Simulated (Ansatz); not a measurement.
C: geometry relaxation (part 1 of 2)

System: C (P6₂22, 9 atoms in the cell).
Method: DFT PBE, scalar-relativistic, plane waves, PAW, no spin polarisation (Ansatz 0.2.0).

The structure was made by a generator, so it may or may not be a known phase.

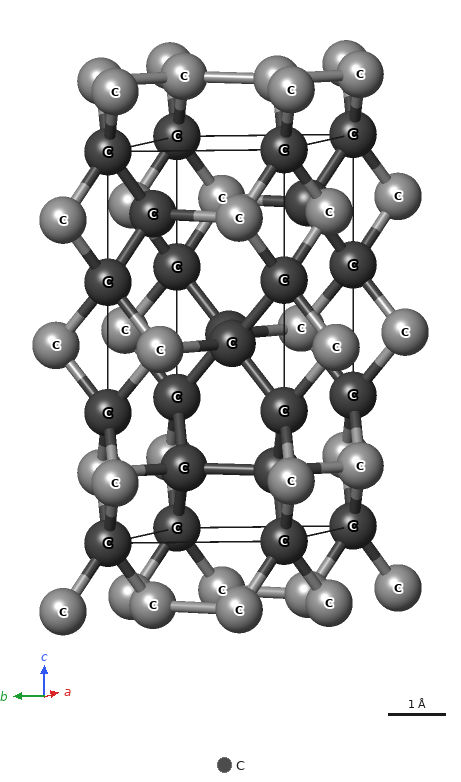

The structure as given in the input (ball-and-stick view of the cell of the calculation, seen at an oblique angle; neighbours outside the cell are drawn fainter). Near neighbours in the crystal (not all of them lie inside the picture): C has 4 C at 1.52 to 1.72 Å.

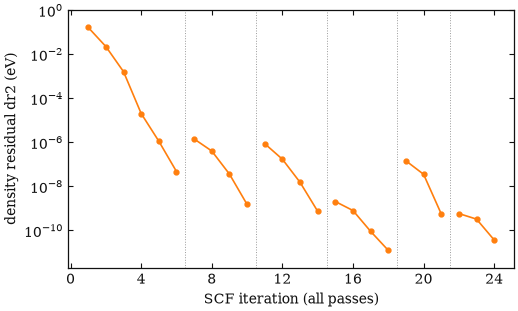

Convergence of the self-consistent field: density residual dr2 against the SCF iteration. The dotted lines part the SCF passes of the relaxation: geometry steps, rejected trials and re-solves on a re-selected basis. The 6 passes take 3 to 6 iterations each, 24 in all.

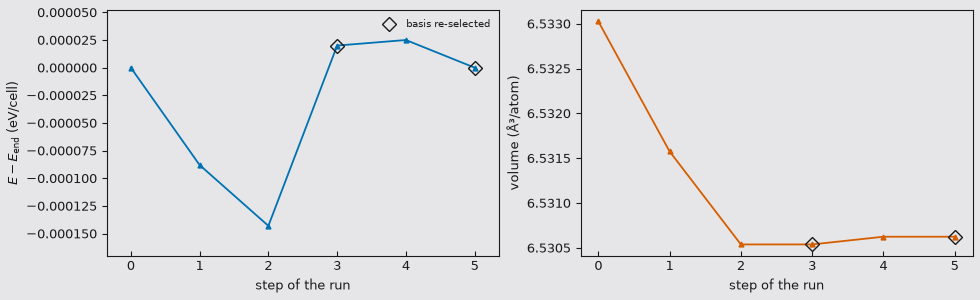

Progress of the relaxation, step by step (the first geometry is step 0 here and step 1 in the log). No atom moves by more than 0.005 Å. The cell stays as it was. The space group stays P6_222 (No. 180). After 3 geometry steps the energy has risen by next to nothing (0.0 meV per cell of the calculation). The largest force component goes from 0.017 to under 0.0001 eV/Å. Pressure: −0.05 GPa at the start and 0.00 GPa at the end. 1 further SCF at an unchanged geometry re-selected the plane-wave basis for the new cell. The energy change given includes the shifts at the re-selections in mid-walk, which come without any move. A last SCF at the same geometry on a re-selected plane-wave basis shifts the energy by next to nothing (0.0 meV per cell of the calculation). (Atoms are counted from 1 in the order of the input.)

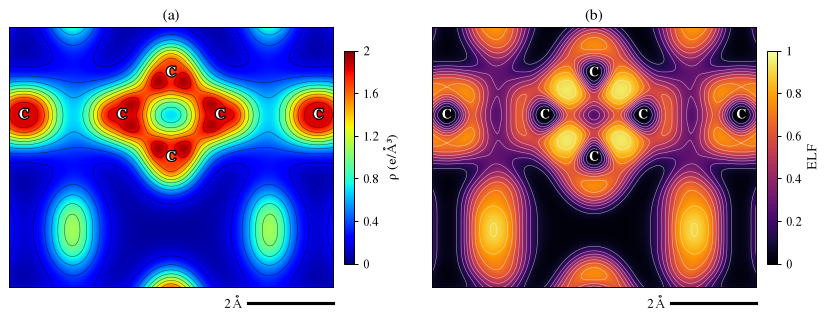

(a) valence electron density; (b) electron localisation function on the (110) plane of the conventional cell. Atoms in the plane: C. Away from the nuclei the density in this plane falls to 0.05 e/Å³ at its lowest. The fields are those of the smooth PAW valence density.

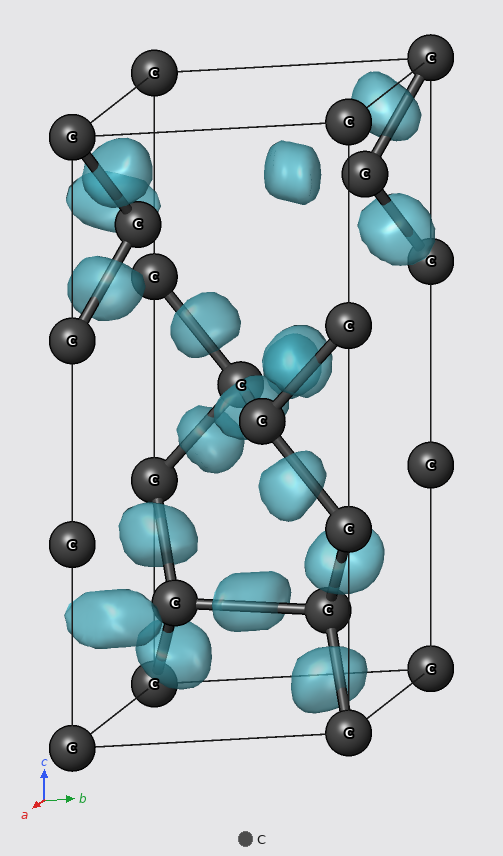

Isosurface of the electron localisation function at 0.8 (cyan), seen slightly off an axis. Core shells and regions of very low density are left out. Sticks mark near contacts. The outline is the cell set on symmetry axes. Along the contacts the grid gives the following. C–C (1.52 Å): the ELF peaks at about 0.95 between the atoms, which marks a covalent bond. C–C (1.72 Å): the ELF peaks at about 0.90 between the atoms, which marks a covalent bond.

The input that produced these results follows, with the program's output.

The input
```yaml
crystal:
  lattice:
    - [3.1294534894, 0.0, 0.0]
    - [-1.5647267447, 2.7101862218, 0.0]
    - [0.0, 0.0, 6.9324907194]
  atoms:
    - { symbol: C, position: [0.8165566102, 0.1834433898, 0.8333333333] }
    - { symbol: C, position: [0.8165566102, 0.6331132204, 0.5] }
    - { symbol: C, position: [0.3668867796, 0.1834433898, 0.1666666667] }
    - { symbol: C, position: [0.0, 0.0, 0.6666666667] }
    - { symbol: C, position: [0.0, 0.0, 0.3333333333] }
    - { symbol: C, position: [0.0, 0.0, 0.0] }
    - { symbol: C, position: [0.1834433898, 0.8165566102, 0.8333333333] }
    - { symbol: C, position: [0.1834433898, 0.3668867796, 0.5] }
    - { symbol: C, position: [0.6331132204, 0.8165566102, 0.1666666667] }
basis:
  ecutwfc: 420
kpoints:
  mp_grid: { grid: [12, 12, 6] }
hamiltonian:
  xc: pbe
scf:
  occupations: { method: gaussian, width: 0.1 }
output:
  forces: true
  stress: true
  eigenvalues: true
  write_density: true
  write_potential: true
  elf: true
  volumetric_format: npy
relax:
  adjacent_minimum: "off"
  f_tol: 0.01
  max_steps: 80
  cell: { stress_tol: 0.05 }
```

Launch command:
```bash
ansatz run input.yaml --threads 1 --pin off --max-ram 2560MiB --backend cpu --events-out ev --progress --plain --runs-dir out
```

The program's output
```
Engine: ansatz 0.2.0, aarch64-unknown-linux-gnu
Pseudopotentials: kind: paw
Pseudopotential: C, paw, valence charge 4, recommended cutoff 420 eV (normal), C.paw.azcp
Functional definition: PBE
  parameter kappa = 0.804
  parameter beta = 0.06672455060314922
  exchange = pbe_x(kappa = kappa, mu = beta*pi^2/3)
  correlation = pbe_c(beta = beta)
Crystal: 9 atoms, lattice volume = 58.797 Å³
Basis set: ecut = 420 eV, 1163 PW (Γ), exchange–correlation on 48×48×96 points (8 copies of the dense FFT grid, shifted against one another)
Bands: 27, of which v1, the nominal top of the filled ones, is band 18 counted from 1 (17 counted from 0)
Symmetry: 12 space group operations
Space group: P6222 (ITA 180), of the structure as read, at distance tolerance 3.9e-5 Å
k-points: 76 of 864 (time reversal used)
Non-local potential: C, projectors of the file, l = 0: 2, l = 1: 2, l = 2: 1
PAW form: soft (Blöchl's): semilocal exchange-correlation on the pseudo side does not see the compensation charge
PAW one-centre angular grid: C, 110 points (default); XC on 64 Gauss nodes
Initial density: superposition of atomic densities (neutral atoms: chi_scale 0, normalization atom), corrected by the library's trained network
Initial wavefunctions: pseudopotential atomic-orbital guess
Functional: x = pbe(κ = 0.804, μ = 0.2195149727645171), c = pbe(β = 0.06672455060314922)
SCF iter   1: F=—  HF=-2246.559699 eV  |F-HF|=—  |Δ(HF+E_count)|=         —  Δρ=1.81e-2  dr2=1.65e-1  ethr=1.77e-3  ⟨swp⟩=5.5  Hψ=9581  notcnv=0  defer=39
preconditioner: auto → Kerker (q_TF=auto, 2.514 Å⁻¹)  [metal: Δε(μ)=0.062 eV  Ē_g=14.723 eV  σ=0.100 eV  W_gap=0.33  n_scr=22 (ndim 8)  ℏωp=29.1 eV  f_vac=0.000  D(μ)=1.23/eV (n_scr^D=4)]
SCF iter   2: F=—  HF=-2246.521022 eV  |F-HF|=—  |Δ(HF+E_count)|=   3.87e-2  Δρ=7.31e-3  dr2=2.24e-2  ethr=4.58e-4  ⟨swp⟩=2.2  Hψ=3625  notcnv=0  defer=107
SCF iter   3: F=—  HF=-2246.515800 eV  |F-HF|=—  |Δ(HF+E_count)|=   5.22e-3  Δρ=2.13e-3  dr2=1.62e-3  ethr=6.21e-5  ⟨swp⟩=2.3  Hψ=2941  notcnv=0  defer=107
SCF iter   4: F=—  HF=-2246.515597 eV  |F-HF|=—  |Δ(HF+E_count)|=   2.03e-4  Δρ=2.73e-4  dr2=2.04e-5  ethr=4.49e-6  ⟨swp⟩=2.3  Hψ=3187  notcnv=0  defer=107
SCF iter   5: F=—  HF=-2246.515655 eV  |F-HF|=—  |Δ(HF+E_count)|=   5.79e-5  Δρ=4.24e-5  dr2=1.13e-6  ethr=5.65e-8  ⟨swp⟩=2.5  Hψ=3140  notcnv=0  defer=107
SCF iter   6: F=-2246.515656 eV  HF=-2246.515656 eV  |F-HF|=4.91e-8  |Δ(HF+E_count)|=   5.47e-7  Δρ=1.02e-5  dr2=4.75e-8  ethr=2.78e-10  ⟨swp⟩=14.6  Hψ=15436  notcnv=0
SCF 1 converged in 6 iterations: F = -2246.515656 eV  dr2 = 4.75e-8
  greatest PAW one-centre occupation: 0.647 electrons in one spin orbital (limit 2), on the C atom at site 8 (counted from 0), in its partial waves of l = 0
relax step   1: F+E_penalty+E_count = -2246.51565566 eV  Δ(F+E_penalty+E_count) = +0.000e0 eV  max|allowed force component| = 1.694e-2 eV/Å  Δτ_max = 0.0000 Å  P = -0.046 GPa  Ω = 58.797 Å³  (6 SCF iters, dr2 threshold 1.00e-7 eV, accepted)
Crystal: 9 atoms, lattice volume = 58.784 Å³
Initial density: handed on by an earlier stage of this run
Initial wavefunctions: those handed on with the density
iter 1 solved again at ethr=4.09e-9 eV; its pass at ethr=3.10e-3 eV (dr2=1.47e-6 eV) is discarded
SCF iter   1: F=—  HF=-2246.515705 eV  |F-HF|=—  |Δ(HF+E_count)|=         —  Δρ=5.42e-5  dr2=1.43e-6  ethr=4.09e-9  ⟨swp⟩=2.0  Hψ=9972  notcnv=0
preconditioner: auto → Kerker (q_TF=auto, 2.514 Å⁻¹)  [metal: Δε(μ)=0.036 eV  Ē_g=14.684 eV  σ=0.100 eV  W_gap=0.20  n_scr=22 (ndim 8)  ℏωp=29.1 eV  f_vac=0.000  D(μ)=1.24/eV (n_scr^D=4)]
SCF iter   2: F=—  HF=-2246.515744 eV  |F-HF|=—  |Δ(HF+E_count)|=   3.91e-5  Δρ=2.75e-5  dr2=4.05e-7  ethr=3.97e-9  ⟨swp⟩=2.2  Hψ=3297  notcnv=0
SCF iter   3: F=—  HF=-2246.515744 eV  |F-HF|=—  |Δ(HF+E_count)|=   4.43e-8  Δρ=7.44e-6  dr2=3.64e-8  ethr=1.12e-9  ⟨swp⟩=2.0  Hψ=3425  notcnv=0
SCF iter   4: F=-2246.515744 eV  HF=-2246.515744 eV  |F-HF|=2.01e-9  |Δ(HF+E_count)|=   1.39e-8  Δρ=1.84e-6  dr2=1.52e-9  ethr=4.98e-11  ⟨swp⟩=8.8  Hψ=11458  notcnv=0
SCF 2 converged in 4 iterations: F = -2246.515744 eV  dr2 = 1.52e-9
  greatest PAW one-centre occupation: 0.647 electrons in one spin orbital (limit 2), on the C atom at site 2 (counted from 0), in its partial waves of l = 0
relax step   2: F+E_penalty+E_count = -2246.51574401 eV  Δ(F+E_penalty+E_count) = -8.834e-5 eV  max|allowed force component| = 6.387e-3 eV/Å  Δτ_max = 0.0002 Å  P = -0.010 GPa  Ω = 58.784 Å³  energy of the carried Pulay correction = +7.005e-5 eV  (4 SCF iters, dr2 threshold 1.79e-8 eV, accepted)
Crystal: 9 atoms, lattice volume = 58.775 Å³
iter 1 solved again at ethr=2.47e-9 eV; its pass at ethr=3.10e-3 eV (dr2=8.90e-7 eV) is discarded
SCF iter   1: F=—  HF=-2246.515760 eV  |F-HF|=—  |Δ(HF+E_count)|=         —  Δρ=4.51e-5  dr2=8.71e-7  ethr=2.47e-9  ⟨swp⟩=2.7  Hψ=11114  notcnv=0
preconditioner: auto → Kerker (q_TF=auto, 2.514 Å⁻¹)  [metal: Δε(μ)=0.037 eV  Ē_g=14.685 eV  σ=0.100 eV  W_gap=0.21  n_scr=22 (ndim 8)  ℏωp=29.1 eV  f_vac=0.000  D(μ)=1.25/eV (n_scr^D=4)]
SCF iter   2: F=—  HF=-2246.515799 eV  |F-HF|=—  |Δ(HF+E_count)|=   3.93e-5  Δρ=2.24e-5  dr2=1.72e-7  ethr=2.42e-9  ⟨swp⟩=2.7  Hψ=3353  notcnv=0
SCF iter   3: F=—  HF=-2246.515799 eV  |F-HF|=—  |Δ(HF+E_count)|=   1.33e-8  Δρ=6.13e-6  dr2=1.54e-8  ethr=4.77e-10  ⟨swp⟩=2.6  Hψ=3384  notcnv=0
SCF iter   4: F=-2246.515799 eV  HF=-2246.515799 eV  |F-HF|=5.30e-10  |Δ(HF+E_count)|=   3.09e-9  Δρ=1.11e-6  dr2=7.44e-10  ethr=1.89e-11  ⟨swp⟩=8.2  Hψ=10990  notcnv=0
SCF 3 converged in 4 iterations: F = -2246.515799 eV  dr2 = 7.44e-10
  greatest PAW one-centre occupation: 0.647 electrons in one spin orbital (limit 2), on the C atom at site 7 (counted from 0), in its partial waves of l = 0
relax step   3: F+E_penalty+E_count = -2246.51579917 eV  Δ(F+E_penalty+E_count) = -5.516e-5 eV  max|allowed force component| = 3.389e-4 eV/Å  Δτ_max = 0.0002 Å  P = -0.006 GPa  Ω = 58.775 Å³  energy of the carried Pulay correction = +1.201e-4 eV  (4 SCF iters, dr2 threshold 6.80e-9 eV, accepted)
Initial wavefunctions: pseudopotential atomic-orbital guess (no wavefunctions were taken with the density)
iter 1 solved again at ethr=2.51e-8 eV; its pass at ethr=3.10e-3 eV (dr2=9.04e-6 eV) is discarded
SCF iter   1: F=—  HF=-2246.515598 eV  |F-HF|=—  |Δ(HF+E_count)|=         —  Δρ=4.39e-6  dr2=2.06e-9  ethr=2.51e-8  ⟨swp⟩=3.5  Hψ=15440  notcnv=0
SCF iter   2: F=—  HF=-2246.515636 eV  |F-HF|=—  |Δ(HF+E_count)|=   3.86e-5  Δρ=2.42e-6  dr2=8.04e-10  ethr=5.71e-12  ⟨swp⟩=3.0  Hψ=4182  notcnv=0
SCF iter   3: F=—  HF=-2246.515636 eV  |F-HF|=—  |Δ(HF+E_count)|=   1.16e-9  Δρ=4.75e-7  dr2=9.11e-11  ethr=2.23e-12  ⟨swp⟩=2.9  Hψ=3670  notcnv=0
SCF iter   4: F=-2246.515636 eV  HF=-2246.515636 eV  |F-HF|=1.36e-11  |Δ(HF+E_count)|=  5.64e-11  Δρ=1.89e-7  dr2=1.25e-11  ethr=1.00e-12  ⟨swp⟩=7.9  Hψ=9560  notcnv=0
SCF 4 converged in 4 iterations: F = -2246.515636 eV  dr2 = 1.25e-11
relax step   4: F+E_penalty+E_count = -2246.51563637 eV  Δ(F+E_penalty+E_count) = +1.628e-4 eV  max|allowed force component| = 3.663e-4 eV/Å  Δτ_max = 0.0000 Å  P = -0.009 GPa  Ω = 58.775 Å³  stress off target by 6.07e-2 GPa  SCF on the basis re-selected at this cell (its energy is not comparable with the rows above)  (4 SCF iters)
basis re-selected at this cell: Δ(F+E_penalty+E_count) = +1.628e-4 eV, ΔP = -0.003 GPa vs the last step (what re-selecting the basis moved, of the pressure what is left beyond the Pulay correction that the steps carried, after the strain that the cell walked since its last selection, with what the two solves' SCF thresholds leave and, on support functions, any second-order correction that the steps lacked; it is no measure of the basis error at this ecutwfc). This SCF's stress stands 6.07e-2 GPa from its target on what of the cell is left free (relax.cell.stress_tol is 5.00e-2 GPa) and its largest allowed force component is 3.66e-4 eV/Å (relax.f_tol is 1.00e-2 eV/Å): not within both, so this SCF does not close the relaxation
Crystal: 9 atoms, lattice volume = 58.776 Å³
iter 1 solved again at ethr=4.24e-10 eV; its pass at ethr=3.10e-3 eV (dr2=1.53e-7 eV) is discarded
```
